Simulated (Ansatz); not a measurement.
## Al₁₆P₁₆H (charge −1): geometry relaxation (part 2 of 3)

Al₁₆P₁₆H (defect cell, 33 atoms in the cell, total charge −1); DFT PBEsol, scalar-relativistic, plane waves, PAW, no spin polarisation (Ansatz 0.2.0); cutoff 420 eV, 2×2×2 k-mesh, Gaussian smearing of 0.02 eV. The structure derives from a Materials Project entry. It belongs to a series of runs on one base structure; here: H interstitial, charge -1, atoms relaxed.

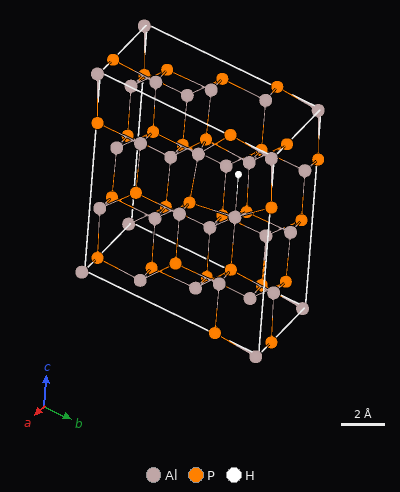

The geometry at step 5 of the log (ball-and-stick view of the cell of the calculation, seen slightly off an axis).

Log, continued
```
SCF iter   1: F=—  HF=-20260.493020 eV  |F-HF|=—  |Δ(HF+E_count)|=         —  Δρ=1.59e-3  dr2=2.06e-2  ethr=7.36e-5  ⟨swp⟩=5.0  Hψ=833  notcnv=0  defer=105
preconditioner: auto → Resta (q_TF=auto, 2.084 Å⁻¹)  ε∞=4.8  [insulator: Δε(μ)=1.998 eV  Ē_g=8.450 eV  σ=0.020 eV  W_gap=1.00  n_scr=86 (ndim 8)  ℏωp=16.5 eV  f_vac=0.000  D(μ)=0.00/eV (n_scr^D=0)  ε∞_Penn≈4.8]
SCF iter   2: F=—  HF=-20260.488951 eV  |F-HF|=—  |Δ(HF+E_count)|=   4.07e-3  Δρ=8.66e-4  dr2=5.14e-3  ethr=1.59e-5  ⟨swp⟩=2.0  Hψ=532  notcnv=0  defer=105
SCF iter   3: F=—  HF=-20260.487754 eV  |F-HF|=—  |Δ(HF+E_count)|=   1.20e-3  Δρ=8.61e-5  dr2=6.26e-5  ethr=3.95e-6  ⟨swp⟩=2.0  Hψ=483  notcnv=0  defer=105
SCF iter   4: F=-20260.487752 eV  HF=-20260.487752 eV  |F-HF|=3.11e-7  |Δ(HF+E_count)|=   2.25e-6  Δρ=2.08e-5  dr2=4.06e-6  ethr=1.52e-8  ⟨swp⟩=22.8  Hψ=4588  notcnv=0
SCF 4 converged in 4 iterations: F = -20260.487752 eV  dr2 = 4.06e-6
relax step   4: F+E_penalty+E_count = -20260.48775151 eV  Δ(F+E_penalty+E_count) = -2.628e-2 eV  max|allowed force component| = 6.377e-2 eV/Å  Δτ_max = 0.0562 Å  (4 SCF iters, dr2 threshold 1.98e-5 eV, accepted)
SCF iter   1: F=—  HF=-20260.493349 eV  |F-HF|=—  |Δ(HF+E_count)|=         —  Δρ=1.27e-3  dr2=9.59e-3  ethr=9.09e-5  ⟨swp⟩=4.0  Hψ=829  notcnv=0  defer=105
preconditioner: auto → Resta (q_TF=auto, 2.084 Å⁻¹)  ε∞=4.8  [insulator: Δε(μ)=2.008 eV  Ē_g=8.447 eV  σ=0.020 eV  W_gap=1.00  n_scr=86 (ndim 8)  ℏωp=16.5 eV  f_vac=0.000  D(μ)=0.00/eV (n_scr^D=0)  ε∞_Penn≈4.8]
SCF iter   2: F=—  HF=-20260.491469 eV  |F-HF|=—  |Δ(HF+E_count)|=   1.88e-3  Δρ=6.83e-4  dr2=2.62e-3  ethr=7.38e-6  ⟨swp⟩=2.0  Hψ=561  notcnv=0  defer=105
SCF iter   3: F=—  HF=-20260.490850 eV  |F-HF|=—  |Δ(HF+E_count)|=   6.20e-4  Δρ=6.24e-5  dr2=3.10e-5  ethr=2.02e-6  ⟨swp⟩=2.0  Hψ=483  notcnv=0  defer=105
SCF iter   4: F=—  HF=-20260.490975 eV  |F-HF|=—  |Δ(HF+E_count)|=   1.25e-4  Δρ=1.74e-5  dr2=2.26e-6  ethr=2.39e-8  ⟨swp⟩=2.0  Hψ=544  notcnv=0  defer=105
SCF iter   5: F=—  HF=-20260.490975 eV  |F-HF|=—  |Δ(HF+E_count)|=   3.56e-7  Δρ=3.57e-6  dr2=1.57e-7  ethr=1.74e-9  ⟨swp⟩=2.0  Hψ=438  notcnv=0  defer=105
SCF iter   6: F=-20260.490976 eV  HF=-20260.490976 eV  |F-HF|=7.24e-10  |Δ(HF+E_count)|=   3.46e-8  Δρ=9.58e-7  dr2=9.09e-9  ethr=7.69e-11  ⟨swp⟩=20.0  Hψ=3525  notcnv=0
SCF 5 converged in 6 iterations: F = -20260.490976 eV  dr2 = 9.09e-9
  greatest PAW one-centre occupation: 0.781 electrons in one spin orbital (limit 2), on the P atom at site 19 (counted from 0), in its partial waves of l = 0
relax step   5: F+E_penalty+E_count = -20260.49097553 eV  Δ(F+E_penalty+E_count) = -3.224e-3 eV  max|allowed force component| = 7.145e-3 eV/Å  Δτ_max = 0.0554 Å  (6 SCF iters, accepted)
SCF iter   1: F=—  HF=-20260.491270 eV  |F-HF|=—  |Δ(HF+E_count)|=         —  Δρ=3.88e-4  dr2=9.40e-4  ethr=5.94e-6  ⟨swp⟩=3.0  Hψ=802  notcnv=0  defer=105
preconditioner: auto → Resta (q_TF=auto, 2.084 Å⁻¹)  ε∞=4.8  [insulator: Δε(μ)=2.010 eV  Ē_g=8.445 eV  σ=0.020 eV  W_gap=1.00  n_scr=86 (ndim 8)  ℏωp=16.5 eV  f_vac=0.000  D(μ)=0.00/eV (n_scr^D=0)  ε∞_Penn≈4.8]
SCF iter   2: F=—  HF=-20260.491079 eV  |F-HF|=—  |Δ(HF+E_count)|=   1.92e-4  Δρ=2.08e-4  dr2=2.55e-4  ethr=7.23e-7  ⟨swp⟩=2.0  Hψ=518  notcnv=0  defer=105
SCF iter   3: F=—  HF=-20260.491003 eV  |F-HF|=—  |Δ(HF+E_count)|=   7.61e-5  Δρ=1.69e-5  dr2=2.19e-6  ethr=1.96e-7  ⟨swp⟩=2.2  Hψ=484  notcnv=0  defer=105
SCF iter   4: F=—  HF=-20260.491144 eV  |F-HF|=—  |Δ(HF+E_count)|=   1.41e-4  Δρ=5.27e-6  dr2=1.95e-7  ethr=1.68e-9  ⟨swp⟩=2.8  Hψ=539  notcnv=0  defer=105
SCF iter   5: F=-20260.491144 eV  HF=-20260.491144 eV  |F-HF|=2.95e-9  |Δ(HF+E_count)|=   2.14e-8  Δρ=8.69e-7  dr2=1.07e-8  ethr=7.69e-11  ⟨swp⟩=19.0  Hψ=3231  notcnv=0
SCF 6 converged in 5 iterations: F = -20260.491144 eV  dr2 = 1.07e-8
relax step   6: F+E_penalty+E_count = -20260.49114391 eV  Δ(F+E_penalty+E_count) = -1.684e-4 eV  max|allowed force component| = 8.233e-3 eV/Å  Δτ_max = 0.0142 Å  (5 SCF iters, accepted)
SCF converged after 5 iterations
Free energy (F): -20260.491144 eV
Harris-Foulkes:  -20260.491144 eV  (|F-HF|=2.95e-9)
Internal energy: -20260.491144 eV  (E = F + TS)
E sigma→0 (E₀):  -20260.491144 eV
Fermi energy:    5.957533 eV
--- Per-component energies (eV) ---
  E_band       = 70.057169
  E_kinetic    = 1522.109131
  E_local      = -1317.457103  (includes V_loc(G=0)·N_el)
  E_nonlocal   = 720.957793
  E_hartree    = 395.539982
  E_xc         = -1625.992899
  E_vxc        = -1462.800733  (∫ρ·V_xc dr)
  E_paw        = -16145.984456  (= ΣΔE_a)
  E_vpaw       = -183.831141  (= ΣTr[D̂ρ^β])
  E_aug_tail   = -0.001108  (compensation charges beyond the density's cutoff)
  E_ewald      = -3810.706245
  E_core_change = 1.043762  (= ΣΔE_core)
  E_smearing   = -0.000000  (= −TS)
  E_closure    = -0.000000  (closes the sum)
  E_deformation_potential = -12.083169  (in the stress; not in F)
  Σ components = -20260.491144   (vs F -20260.491144, Δ=0.00e0)
--- Forces (eV/Å), atoms counted from 1 ---
  atom   1  Al     0.00380758     0.00221852     0.00573864
  atom   2  Al     0.00652158     0.00563302    -0.00069616
  atom   3  Al     0.00159381    -0.00485222    -0.00067944
  atom   4  Al    -0.00399624     0.00428303     0.00332011
  atom   5  Al     0.00354219     0.00187335    -0.00417056
  atom   6  Al     0.00219584    -0.00448009    -0.00185086
  atom   7  Al    -0.00593830     0.00254790     0.00044234
  atom   8  Al     0.00264383    -0.00466076     0.00315520
  atom   9  Al    -0.00180750    -0.00191037    -0.00147058
  atom  10  Al    -0.00367839    -0.00434274     0.00317239
  atom  11  Al     0.00238489    -0.00296924     0.00254217
  atom  12  Al     0.00032293     0.00353851     0.00636506
  atom  13  Al     0.00136374     0.00440352    -0.00590102
  atom  14  Al    -0.00494945     0.00297211    -0.00306959
  atom  15  Al    -0.00381928     0.00286229     0.00345266
  atom  16  Al    -0.00361962    -0.00445316    -0.00121533
  atom  17  P     -0.00121916     0.00039139    -0.00011823
  atom  18  P     -0.00002756    -0.00046960     0.00014461
  atom  19  P      0.00067898    -0.00013195    -0.00178344
  atom  20  P      0.00784308     0.00823344    -0.00759176
  atom  21  P     -0.00065010     0.00255037    -0.00018744
  atom  22  P      0.00194248     0.00002558    -0.00121765
  atom  23  P      0.00608051    -0.00544469     0.00594580
  atom  24  P      0.00141664    -0.00066278    -0.00019825
  atom  25  P      0.00295660    -0.00138591     0.00000739
  atom  26  P      0.00066811     0.00035419    -0.00102204
  atom  27  P     -0.00068781    -0.00124619    -0.00285159
  atom  28  P     -0.00708752    -0.00682016    -0.00717456
  atom  29  P      0.00020592    -0.00040240    -0.00086877
  atom  30  P     -0.00022835    -0.00025346     0.00094278
  atom  31  P     -0.00453122     0.00527254     0.00475682
  atom  32  P     -0.00008068    -0.00002624    -0.00167094
  atom  33  H     -0.00384839    -0.00264714     0.00375380
  max |Σ_I F_I| component: 1.57e-6 eV/Å
--- Band table (eV) ---
  k-point 0: bands = ["-5.9352", "-5.9130", "-5.9127", "-5.8967", "-4.6612", "-4.6611", "-4.6609", "-4.6476", "-4.6476", "-4.6193", "-4.6192", "-4.6130", "-4.5557", "-4.5249", "-4.5240", "-4.4668", "-0.8608", "-0.0242", "-0.0240", "-0.0181", "-0.0179", "-0.0178", "-0.0123", "0.0064", "0.0067", "0.1485", "0.1492", "0.2028", "1.3127", "1.7506", "1.7507", "1.7591", "2.1459", "2.1460", "2.1959", "2.1961", "2.1961", "2.2522", "2.2604", "2.2679", "2.2680", "2.3146", "2.3147", "2.3152", "3.2988", "3.2991", "3.2992", "3.3718", "3.3785", "3.3787", "3.4114", "3.4118", "3.4450", "3.4489", "3.4768", "3.4776", "4.4504", "4.4505", "4.5082", "4.5237", "4.5241", "4.5745", "4.5752", "4.6046", "4.6820", "7.5504", "7.5505", "7.5564", "7.5842", "7.5845", "7.5880", "7.5905", "7.6054", "7.6064", "7.7281", "7.7282", "8.1124", "8.1201", "8.1202", "8.1238", "9.3453", "9.8726", "9.8729", "9.8894", "9.9710", "9.9782", "9.9785", "10.0355", "10.0357", "10.0686", "10.0690", "10.0697", "10.1708", "10.1708", "10.1818", "10.1821", "10.1975", "10.2145"]
  k-point 1: bands = ["-6.3452", "-5.5613", "-5.5459", "-5.4515", "-5.4311", "-4.9916", "-4.9687", "-4.9677", "-4.7972", "-4.7600", "-4.4703", "-4.4437", "-4.3733", "-4.3486", "-4.2122", "-4.1260", "-0.8820", "-0.2441", "-0.2428", "-0.1517", "-0.1328", "-0.1182", "0.0589", "0.0897", "0.1211", "0.1478", "0.4254", "1.0880", "1.4188", "1.4269", "1.4435", "1.5245", "1.5337", "1.5801", "1.6284", "2.2509", "2.2538", "2.2618", "2.4020", "2.8381", "2.9249", "2.9320", "3.0341", "3.0456", "3.0479", "3.0691", "3.1021", "3.1122", "3.1193", "3.1347", "3.2389", "3.2404", "3.3134", "3.7672", "4.0016", "4.0146", "4.0420", "4.0627", "4.0678", "4.1608", "4.2199", "4.2361", "4.5047", "4.5267", "4.9535", "6.9615", "7.5018", "7.6503", "7.8626", "8.2758", "8.2838", "8.3664", "8.4152", "8.4334", "8.4366", "8.6332", "8.6341", "8.6474", "8.6711", "8.7405", "8.7460", "8.7921", "8.8124", "9.1341", "9.4326", "9.5606", "9.5815", "9.5941", "9.6293", "9.6356", "9.6616", "9.7370", "9.9727", "9.9945", "10.1245", "10.1612", "10.1881", "10.1923"]
  k-point 2: bands = ["-6.3452", "-5.5613", "-5.5459", "-5.4512", "-5.4314", "-4.9916", "-4.9687", "-4.9678", "-4.7971", "-4.7601", "-4.4703", "-4.4437", "-4.3729", "-4.3489", "-4.2122", "-4.1260", "-0.8820", "-0.2440", "-0.2428", "-0.1517", "-0.1328", "-0.1183", "0.0589", "0.0897", "0.1215", "0.1474", "0.4254", "1.0880", "1.4187", "1.4273", "1.4432", "1.5247", "1.5336", "1.5801", "1.6284", "2.2509", "2.2539", "2.2617", "2.4020", "2.8380", "2.9248", "2.9321", "3.0340", "3.0456", "3.0478", "3.0691", "3.1020", "3.1126", "3.1194", "3.1344", "3.2388", "3.2403", "3.3135", "3.7671", "4.0016", "4.0145", "4.0423", "4.0625", "4.0678", "4.1607", "4.2202", "4.2358", "4.5049", "4.5264", "4.9536", "6.9615", "7.5018", "7.6503", "7.8625", "8.2761", "8.2835", "8.3667", "8.4151", "8.4333", "8.4368", "8.6329", "8.6343", "8.6474", "8.6711", "8.7407", "8.7457", "8.7921", "8.8125", "9.1342", "9.4326", "9.5608", "9.5811", "9.5942", "9.6293", "9.6353", "9.6618", "9.7369", "9.9731", "9.9941", "10.1246", "10.1611", "10.1882", "10.1923"]
  k-point 3: bands = ["-6.3452", "-5.5613", "-5.5459", "-5.4511", "-5.4316", "-4.9916", "-4.9686", "-4.9678", "-4.7971", "-4.7602", "-4.4703", "-4.4437", "-4.3727", "-4.3491", "-4.2122", "-4.1260", "-0.8820", "-0.2440", "-0.2428", "-0.1517", "-0.1329", "-0.1183", "0.0589", "0.0897", "0.1217", "0.1472", "0.4254", "1.0879", "1.4187", "1.4274", "1.4430", "1.5247", "1.5336", "1.5802", "1.6284", "2.2509", "2.2539", "2.2617", "2.4020", "2.8379", "2.9247", "2.9323", "3.0341", "3.0455", "3.0477", "3.0691", "3.1019", "3.1128", "3.1195", "3.1344", "3.2388", "3.2403", "3.3136", "3.7671", "4.0015", "4.0144", "4.0425", "4.0623", "4.0678", "4.1607", "4.2203", "4.2357", "4.5050", "4.5264", "4.9536", "6.9615", "7.5018", "7.6503", "7.8625", "8.2763", "8.2833", "8.3668", "8.4149", "8.4331", "8.4369", "8.6328", "8.6345", "8.6474", "8.6711", "8.7408", "8.7455", "8.7921", "8.8124", "9.1344", "9.4324", "9.5608", "9.5810", "9.5943", "9.6293", "9.6351", "9.6620", "9.7368", "9.9733", "9.9940", "10.1246", "10.1610", "10.1881", "10.1923"]
--- Relaxed structure (6 steps of the walk, 6 accepted, 0 SCFs on fresh bases) ---
  F+E_penalty+E_count = -20260.49114391 eV   max|allowed force component| = 8.233e-3 eV/Å
  atoms:
    - { symbol: Al, position: [0.4949000121984565, 0.24626837322177916, 0.2453789514581024] }
    - { symbol: Al, position: [0.24781596058410613, 0.247638305069617, 0.4956315015065136] }
    - { symbol: Al, position: [-0.0015308978616989655, 0.25325895929872466, 0.748833627680787] }
    - { symbol: Al, position: [0.7498958595073876, -0.003942306157660752, 0.252148712462247] }
    - { symbol: Al, position: [0.7498989723311874, 0.2518946085357139, -0.00218759452832043] }
    - { symbol: Al, position: [0.5013982620233417, 0.004694771787444304, 0.5003334460094273] }
    - { symbol: Al, position: [0.2534424087406692, -0.0016616550835157895, 0.748831350752071] }
    - { symbol: Al, position: [-0.0038497043560913324, 0.7497181996719428, 0.25208720894969683] }
    - { symbol: Al, position: [0.9807584041666703, 0.9806084717775845, 0.9792337250748737] }
    - { symbol: Al, position: [0.7499216709949648, 0.7497554560437877, 0.5304051258080626] }
    - { symbol: Al, position: [0.5188874298717212, 0.7497672865082179, 0.7484011539401418] }
    - { symbol: Al, position: [0.24640147616773975, 0.49477341086893295, 0.24533404599797334] }
    - { symbol: Al, position: [0.2520204929901352, 0.7497218410174276, -0.002224435810077613] }
    - { symbol: Al, position: [0.0048834119371493345, 0.5012698613962279, 0.500380172659563] }
    - { symbol: Al, position: [0.7499167149447232, 0.5186583881959083, 0.748385655188395] }
    - { symbol: Al, position: [0.5037081487540613, 0.5035305794150416, 0.005838494502603925] }
    - { symbol: P, position: [0.4999778001393027, -0.00045348168427689073, 0.24861846911028415] }
    - { symbol: P, position: [0.2496018125213313, -0.0003595716323295667, 0.4984720181787855] }
    - { symbol: P, position: [0.008990924697040548, 0.008816220325518709, 0.7506305540045941] }
    - { symbol: P, position: [0.7499237165762159, 0.749787235094858, 0.26402783815578734] }
    - { symbol: P, position: [0.7498728955537388, 0.005312503287139891, 0.0056973518584827465] }
    - { symbol: P, position: [0.49084429861605183, 0.7497115868681714, 0.4916045521608421] }
    - { symbol: P, position: [0.2589489396177827, 0.7497996908108675, 0.7495145262698922] }
    - { symbol: P, position: [-0.00029070560838101445, 0.4998530106386595, 0.2486509717353991] }
    - { symbol: P, position: [0.005443762648540518, 0.7496943213468432, 0.005651422809913931] }
    - { symbol: P, position: [0.7498870230806112, 0.49068250288179205, 0.4916212027962877] }
    - { symbol: P, position: [0.49438117335894416, 0.49420280985746035, 0.7500906719868835] }
    - { symbol: P, position: [0.240761719010282, 0.2406335880829002, 0.2403498195181136] }
    - { symbol: P, position: [0.2502537027806938, 0.49995203359695856, -0.001180275811789186] }
    - { symbol: P, position: [-0.00015755442826678734, 0.24947624177132482, 0.49851406472173987] }
    - { symbol: P, position: [0.7499273486478286, 0.2587284750253732, 0.74950705501867] }
    - { symbol: P, position: [0.500116541562033, 0.2500919485984063, -0.0011423884517165889] }
    - { symbol: H, position: [0.7500213426317275, 0.7499498100631591, 0.7432227603857693] }
```
